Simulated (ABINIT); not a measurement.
**Geometry relaxation, with input and output: FeO (part 3 of 3)**

The same run, continued: FeO (2 atoms in the cell); Kohn-Sham DFT of a periodic cell, LDA, PseudoDojo NC SR LDA v0.4.1 standard, spin-polarised (ABINIT 10.8.3); cutoff 1251.72 eV, 8×8×8 k-mesh, fermi-dirac of 0.05 eV, collinear spins. The structure derives from an entry of the Crystallography Open Database.

Geometry of the input (Å; fractional positions):
```
0.0000  2.1554  2.1554
2.1554  0.0000  2.1554
2.1554  2.1554  0.0000
Fe 0.0000  0.0000  0.0000
O  0.5000  0.5000  0.5000
```

**The program's output, continued**
```
---OUTPUT-----------------------------------------------------------------------

 Cartesian coordinates (xcart) [bohr]
  0.00000000000000E+00  0.00000000000000E+00  0.00000000000000E+00
  3.95610944287984E+00  3.95610944287984E+00  3.95610944287984E+00
 Reduced coordinates (xred)
  0.00000000000000E+00  0.00000000000000E+00  0.00000000000000E+00
  5.00000000000000E-01  5.00000000000000E-01  5.00000000000000E-01
 Cartesian forces (fcart) [Ha/bohr]; max,rms= 0.00000E+00 0.00000E+00 (free atoms)
 -0.00000000000000E+00 -0.00000000000000E+00 -0.00000000000000E+00
 -0.00000000000000E+00 -0.00000000000000E+00 -0.00000000000000E+00
 Gradient of E wrt nuclear positions in reduced coordinates (gred)
  0.00000000000000E+00  0.00000000000000E+00  0.00000000000000E+00
  0.00000000000000E+00  0.00000000000000E+00  0.00000000000000E+00
 Scale of Primitive Cell (acell) [bohr]
  5.59478362835294E+00  5.59478362835294E+00  5.59478362835294E+00
 Real space primitive translations (rprimd) [bohr]
  0.00000000000000E+00  3.95610944287984E+00  3.95610944287984E+00
  3.95610944287984E+00  0.00000000000000E+00  3.95610944287984E+00
  3.95610944287984E+00  3.95610944287984E+00  0.00000000000000E+00
 Unitary Cell Volume (ucvol) [Bohr^3]=  1.23832570560697E+02
 Angles (23,13,12)= [degrees]
  6.00000000000000E+01  6.00000000000000E+01  6.00000000000000E+01
 Lengths [Bohr]
  5.59478362835294E+00  5.59478362835294E+00  5.59478362835294E+00
 Stress tensor in cartesian coordinates (strten) [Ha/bohr^3]
 -8.54990821298057E-07  0.00000000000000E+00  0.00000000000000E+00
  0.00000000000000E+00 -8.54990821301527E-07  0.00000000000000E+00
  0.00000000000000E+00  0.00000000000000E+00 -8.54990821311935E-07
 Total energy (etotal) [Ha]= -1.41733452114560E+02

 Difference of energy with previous step (new-old):
           Absolute (Ha)=-1.59377E-06
           Relative     =-1.12448E-08

--- Iteration: ( 5/50) Internal Cycle: (1/1)
--------------------------------------------------------------------------------

---SELF-CONSISTENT-FIELD CONVERGENCE--------------------------------------------

--- !BeginCycle
iteration_state: {dtset: 1, itime: 5, icycle: 1, }
solver: {iscf: 7, nstep: 80, nline: 4, wfoptalg: 0, }
tolerances: {tolvrs: 1.00E-12, }
...

     iter   Etot(hartree)      deltaE(h)  residm     vres2   difmagsph maxmagsph
 ETOT  1  -141.73345065215    -1.417E+02 3.669E-10 2.277E-02 3.483E+00 3.483E+00
 ETOT  2  -141.73344732206     3.330E-06 3.020E-10 6.914E-02 2.892E-03 3.480E+00
 ETOT  3  -141.73345197428    -4.652E-06 1.469E-07 1.898E-03 2.463E-03 3.482E+00
 ETOT  4  -141.73345212069    -1.464E-07 3.420E-09 2.792E-05 4.482E-04 3.482E+00
 ETOT  5  -141.73345212309    -2.403E-09 1.323E-10 7.814E-07 1.478E-05 3.482E+00
 ETOT  6  -141.73345212315    -5.787E-11 1.980E-12 2.426E-08 2.841E-06 3.482E+00
 ETOT  7  -141.73345212314     6.054E-12 2.212E-13 7.712E-10 1.474E-06 3.482E+00
 ETOT  8  -141.73345212316    -1.529E-11 1.631E-14 1.440E-12 5.847E-07 3.482E+00
 ETOT  9  -141.73345212316     2.728E-12 1.382E-16 7.978E-14 1.533E-08 3.482E+00

 At SCF step    9       vres2   =  7.98E-14 < tolvrs=  1.00E-12 =>converged.

 Cartesian components of stress tensor (hartree/bohr^3)
  sigma(1 1)=  5.28610975E-09  sigma(3 2)=  0.00000000E+00
  sigma(2 2)=  5.28610975E-09  sigma(3 1)=  0.00000000E+00
  sigma(3 3)=  5.28610975E-09  sigma(2 1)=  0.00000000E+00

--- !ResultsGS
iteration_state: {dtset: 1, itime: 5, icycle: 1, }
comment   : Summary of ground state results
lattice_vectors:
- [  0.0000000,   3.9562836,   3.9562836, ]
- [  3.9562836,   0.0000000,   3.9562836, ]
- [  3.9562836,   3.9562836,   0.0000000, ]
lattice_lengths: [   5.59503,    5.59503,    5.59503, ]
lattice_angles: [ 60.000,  60.000,  60.000, ] # degrees, (23, 13, 12)
lattice_volume:   1.2384892E+02
convergence: {deltae:  2.728E-12, res2:  7.978E-14, residm:  1.382E-16, diffor: null, }
etotal    :  -1.41733452E+02
entropy   :   0.00000000E+00
fermie    :   4.11989982E-01
cartesian_stress_tensor: # hartree/bohr^3
- [  5.28610975E-09,   0.00000000E+00,   0.00000000E+00, ]
- [  0.00000000E+00,   5.28610975E-09,   0.00000000E+00, ]
- [  0.00000000E+00,   0.00000000E+00,   5.28610975E-09, ]
pressure_GPa:  -1.5552E-04
xred      :
- [  0.0000E+00,   0.0000E+00,   0.0000E+00, Fe]
- [  5.0000E-01,   5.0000E-01,   5.0000E-01,  O]
cartesian_forces: # hartree/bohr
- [ -0.00000000E+00,  -0.00000000E+00,  -0.00000000E+00, ]
- [ -0.00000000E+00,  -0.00000000E+00,  -0.00000000E+00, ]
force_length_stats: {min:   0.00000000E+00, max:   0.00000000E+00, mean:   0.00000000E+00, }
...

 Integrated electronic and magnetization densities in atomic spheres:
 ------------------------------------------------------------------------------------------------------------
 Radius=ratsph(iatom), smearing ratsm=  0.0000. Diff(up-dn)=approximate z local magnetic moment.
    Atom    Radius    up_density   dn_density  Total(up+dn)  Diff(up-dn)
    1 Fe   2.00000     8.730407     5.248580     13.978987     3.481827
    2  O   2.00000     3.325736     2.961731      6.287467     0.364005
 ------------------------------------------------------------------------------------------------------------
  Sum:                12.056142     8.210311     20.266454     3.845831
 Total magnetization (from the atomic spheres):                3.845831
 Total magnetization (exact up - dn):                          3.957647

---OUTPUT-----------------------------------------------------------------------

 Cartesian coordinates (xcart) [bohr]
  0.00000000000000E+00  0.00000000000000E+00  0.00000000000000E+00
  3.95628355569528E+00  3.95628355569528E+00  3.95628355569528E+00
 Reduced coordinates (xred)
  0.00000000000000E+00  0.00000000000000E+00  0.00000000000000E+00
  5.00000000000000E-01  5.00000000000000E-01  5.00000000000000E-01
 Cartesian forces (fcart) [Ha/bohr]; max,rms= 0.00000E+00 0.00000E+00 (free atoms)
 -0.00000000000000E+00 -0.00000000000000E+00 -0.00000000000000E+00
 -0.00000000000000E+00 -0.00000000000000E+00 -0.00000000000000E+00
 Gradient of E wrt nuclear positions in reduced coordinates (gred)
  0.00000000000000E+00  0.00000000000000E+00  0.00000000000000E+00
  0.00000000000000E+00  0.00000000000000E+00  0.00000000000000E+00
 Scale of Primitive Cell (acell) [bohr]
  5.59502986105791E+00  5.59502986105791E+00  5.59502986105791E+00
 Real space primitive translations (rprimd) [bohr]
  0.00000000000000E+00  3.95628355569528E+00  3.95628355569528E+00
  3.95628355569528E+00  0.00000000000000E+00  3.95628355569528E+00
  3.95628355569528E+00  3.95628355569528E+00  0.00000000000000E+00
 Unitary Cell Volume (ucvol) [Bohr^3]=  1.23848921311412E+02
 Angles (23,13,12)= [degrees]
  6.00000000000000E+01  6.00000000000000E+01  6.00000000000000E+01
 Lengths [Bohr]
  5.59502986105791E+00  5.59502986105791E+00  5.59502986105791E+00
 Stress tensor in cartesian coordinates (strten) [Ha/bohr^3]
  5.28610975478183E-09  0.00000000000000E+00  0.00000000000000E+00
  0.00000000000000E+00  5.28610975131238E-09  0.00000000000000E+00
  0.00000000000000E+00  0.00000000000000E+00  5.28610975131238E-09
 Total energy (etotal) [Ha]= -1.41733452123156E+02

 Difference of energy with previous step (new-old):
           Absolute (Ha)=-8.59555E-09
           Relative     =-6.06459E-11

 At Broyd/MD step   5, gradients are converged :
  max grad (force/stress) = 5.2861E-07 < tolmxf= 2.0000E-05 ha/bohr (free atoms)

================================================================================

 ----iterations are completed or convergence reached----

 Mean square residual over all n,k,spin=   30.267E-19; max=  13.816E-17
 reduced coordinates (array xred) for    2 atoms
       0.000000000000      0.000000000000      0.000000000000
       0.500000000000      0.500000000000      0.500000000000
 rms dE/dt=  0.0000E+00; max dE/dt=  0.0000E+00; dE/dt below (all hartree)
    1       0.000000000000      0.000000000000      0.000000000000
    2       0.000000000000      0.000000000000      0.000000000000

 cartesian coordinates (angstrom) at end:
    1      0.00000000000000     0.00000000000000     0.00000000000000
    2      2.09357509612392     2.09357509612392     2.09357509612392

 cartesian forces (hartree/bohr) at end:
    1     -0.00000000000000    -0.00000000000000    -0.00000000000000
    2     -0.00000000000000    -0.00000000000000    -0.00000000000000
 frms,max,avg= 0.0000000E+00 0.0000000E+00   0.000E+00  0.000E+00  0.000E+00 h/b

 cartesian forces (eV/Angstrom) at end:
    1     -0.00000000000000    -0.00000000000000    -0.00000000000000
    2     -0.00000000000000    -0.00000000000000    -0.00000000000000
 frms,max,avg= 0.0000000E+00 0.0000000E+00   0.000E+00  0.000E+00  0.000E+00 e/A
 length scales=  5.595029861058  5.595029861058  5.595029861058 bohr
              =  2.960762294785  2.960762294785  2.960762294785 angstroms
 Fermi (or HOMO) energy (hartree) =   0.41199   Average Vxc (hartree)=  -0.50221
 Magnetization (Bohr magneton)=  3.95764703E+00
 Total spin up =  1.29788235E+01   Total spin down =  9.02117648E+00
 Eigenvalues (hartree) for nkpt=  29  k points, SPIN UP:
 kpt#   1, nband= 16, wtk=  0.00195, kpt=  0.0000  0.0000  0.0000 (reduced coord)
  -2.85401   -1.62321   -1.62321   -1.62321   -0.36835    0.25667    0.25667    0.25667
   0.26638    0.26638    0.26638    0.27824    0.27824    0.43566    0.97835    1.05859
      occupation numbers for kpt#   1
   1.00000    1.00000    1.00000    1.00000    1.00000    1.00000    1.00000    1.00000
   1.00000    1.00000    1.00000    1.00000    1.00000    0.00000    0.00000    0.00000
 prteigrs : prtvol=0 or 1, do not print more k-points.

 Eigenvalues (hartree) for nkpt=  29  k points, SPIN DOWN:
 kpt#   1, nband= 16, wtk=  0.00195, kpt=  0.0000  0.0000  0.0000 (reduced coord)
  -2.71793   -1.48316   -1.48316   -1.48316   -0.34588    0.28074    0.28074    0.28074
   0.37944    0.37944    0.37944    0.41061    0.41061    0.46392    0.98734    1.10151
      occupation numbers for kpt#   1
   1.00000    1.00000    1.00000    1.00000    1.00000    1.00000    1.00000    1.00000
   1.00000    1.00000    1.00000    0.67967    0.67967    0.00000    0.00000    0.00000
 prteigrs : prtvol=0 or 1, do not print more k-points.

--- !EnergyTerms
iteration_state     : {dtset: 1, itime: 5, icycle: 1, }
comment             : Components of total free energy in Hartree
kinetic             :  6.90893063059693E+01
hartree             :  3.59248938270569E+01
xc                  : -2.17803563420513E+01
Ewald energy        : -9.78196088412006E+01
psp_core            :  3.80511118272870E+00
local_psp           : -1.20721940387225E+02
non_local_psp       : -1.02303125003838E+01
internal            : -1.41732906755105E+02
'-kT*entropy'       : -5.45368050201446E-04
total_energy        : -1.41733452123156E+02
total_energy_eV     : -3.85676370969944E+03
band_energy         : -1.25235668222780E+01
...

 Cartesian components of stress tensor (hartree/bohr^3)
  sigma(1 1)=  5.28610975E-09  sigma(3 2)=  0.00000000E+00
  sigma(2 2)=  5.28610975E-09  sigma(3 1)=  0.00000000E+00
  sigma(3 3)=  5.28610975E-09  sigma(2 1)=  0.00000000E+00

-Cartesian components of stress tensor (GPa)         [Pressure= -1.5552E-04 GPa]
- sigma(1 1)=  1.55522718E-04  sigma(3 2)=  0.00000000E+00
- sigma(2 2)=  1.55522718E-04  sigma(3 1)=  0.00000000E+00
- sigma(3 3)=  1.55522718E-04  sigma(2 1)=  0.00000000E+00

== END DATASET(S) ==============================================================
================================================================================

 -outvars: echo values of variables after computation  --------
            acell      5.5950298611E+00  5.5950298611E+00  5.5950298611E+00 Bohr
           etotal     -1.4173345212E+02
            fcart     -0.0000000000E+00 -0.0000000000E+00 -0.0000000000E+00
                      -0.0000000000E+00 -0.0000000000E+00 -0.0000000000E+00
            rprim      0.0000000000E+00  7.0710678119E-01  7.0710678119E-01
                       7.0710678119E-01  0.0000000000E+00  7.0710678119E-01
                       7.0710678119E-01  7.0710678119E-01  0.0000000000E+00
           strten      5.2861097548E-09  5.2861097513E-09  5.2861097513E-09
                       0.0000000000E+00  0.0000000000E+00  0.0000000000E+00
           xangst      0.0000000000E+00  0.0000000000E+00  0.0000000000E+00
                       2.0935750961E+00  2.0935750961E+00  2.0935750961E+00
             xred      0.0000000000E+00  0.0000000000E+00  0.0000000000E+00
                       5.0000000000E-01  5.0000000000E-01  5.0000000000E-01
 Calculation completed.
```

**Trajectory as extended XYZ (Å, eV, eV/Å), 5 frames, from step=0 to step=4**
```
2
Lattice="0.0000 2.1554 2.1554 2.1554 0.0000 2.1554 2.1554 2.1554 0.0000" Properties=species:S:1:pos:R:3:forces:R:3 step=0 energy=-3856.67444
Fe    0.0000    0.0000    0.0000    0.0000   0.0000   0.0000
O     2.1554    2.1554    2.1554    0.0000   0.0000   0.0000
2
Lattice="0.0000 2.1199 2.1199 2.1199 0.0000 2.1199 2.1199 2.1199 0.0000" Properties=species:S:1:pos:R:3:forces:R:3 step=1 energy=-3856.74734
Fe    0.0000    0.0000    0.0000    0.0000   0.0000   0.0000
O     2.1199    2.1199    2.1199    0.0000   0.0000   0.0000
2
Lattice="0.0000 2.0922 2.0922 2.0922 0.0000 2.0922 2.0922 2.0922 0.0000" Properties=species:S:1:pos:R:3:forces:R:3 step=2 energy=-3856.76367
Fe    0.0000    0.0000    0.0000    0.0000   0.0000   0.0000
O     2.0922    2.0922    2.0922    0.0000   0.0000   0.0000
2
Lattice="0.0000 2.0935 2.0935 2.0935 0.0000 2.0935 2.0935 2.0935 0.0000" Properties=species:S:1:pos:R:3:forces:R:3 step=3 energy=-3856.76371
Fe    0.0000    0.0000    0.0000    0.0000   0.0000   0.0000
O     2.0935    2.0935    2.0935    0.0000   0.0000   0.0000
2
Lattice="0.0000 2.0936 2.0936 2.0936 0.0000 2.0936 2.0936 2.0936 0.0000" Properties=species:S:1:pos:R:3:forces:R:3 step=4 energy=-3856.76371
Fe    0.0000    0.0000    0.0000    0.0000   0.0000   0.0000
O     2.0936    2.0936    2.0936    0.0000   0.0000   0.0000
```

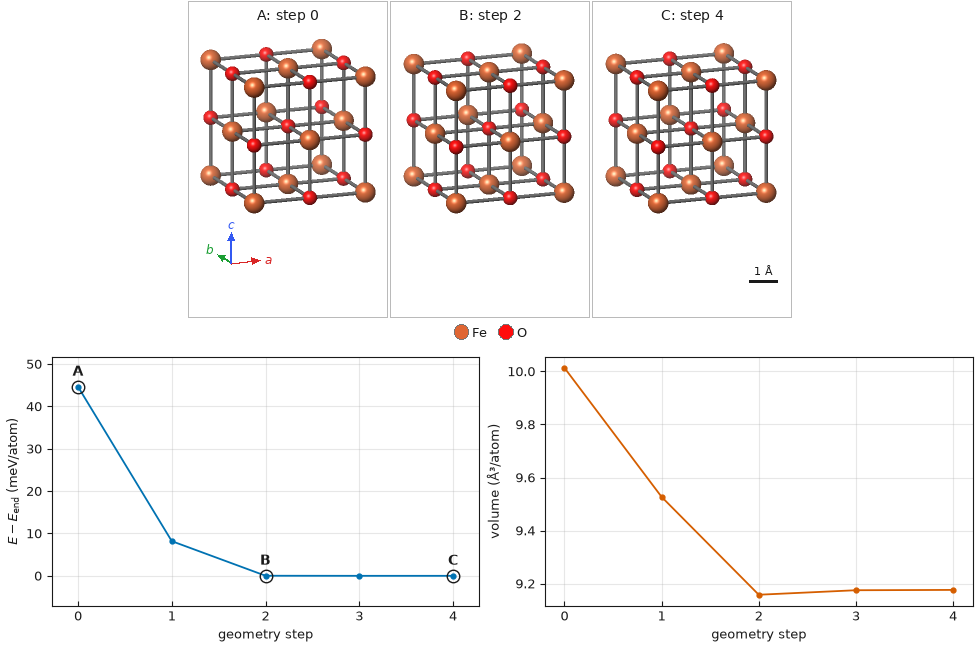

*Frames of the relaxation (ball-and-stick view of the cell 4 times as large as that of the calculation, set on its symmetry axes, seen slightly off an axis) above the curves, on which the letters mark them (steps are counted from 0).*

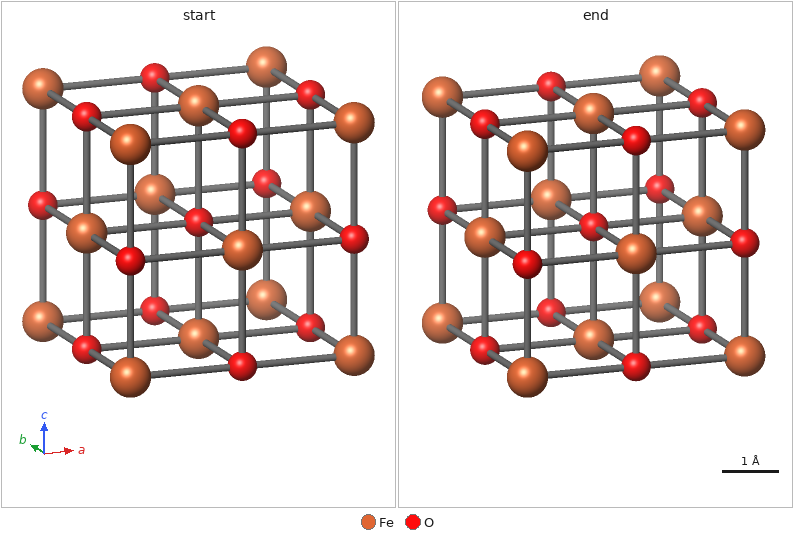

*Before (left) and after (right) the relaxation, at one scale (ball-and-stick view of the cell 4 times as large as that of the calculation, set on its symmetry axes, seen slightly off an axis).*

The energy falls by 44.6 meV per atom in 4 geometry steps. All forces vanish by symmetry, so only the cell relaxes. No atom moves by more than 0.005 Å relative to the cell. Cell: a = b = c 4.311 → 4.187 Å (−2.9 %). Volume −8.4 %. Among the contacts that change: Fe1–O2 2.155 → 2.094 Å. The space group stays Fm-3m (No. 225). (Atoms are counted from 1 in the order of the input.)

**Key numbers**

| quantity | value |
| --- | --- |
| outcome | converged |
| space group (tolerance 0.01 Å) | Fm-3m (225) |
| electrons treated | 22 |
| free energy | −3856.7637 eV |
| gap on the k-point mesh | none (metallic) |
| net moment of the cell | 3.96 μB |
| pressure | 0.00 GPa |
| final volume | 18.35 Å³ |
| largest force (length of the vector) at the end | under 0.001 eV/Å |
| final cell | a = 2.961 Å, b = 2.961 Å, c = 2.961 Å, α = 60.00°, β = 60.00°, γ = 60.00° |
| wall time | 1.8 min (CPU time 7.1 min) |
| peak memory | 0.36 GiB |
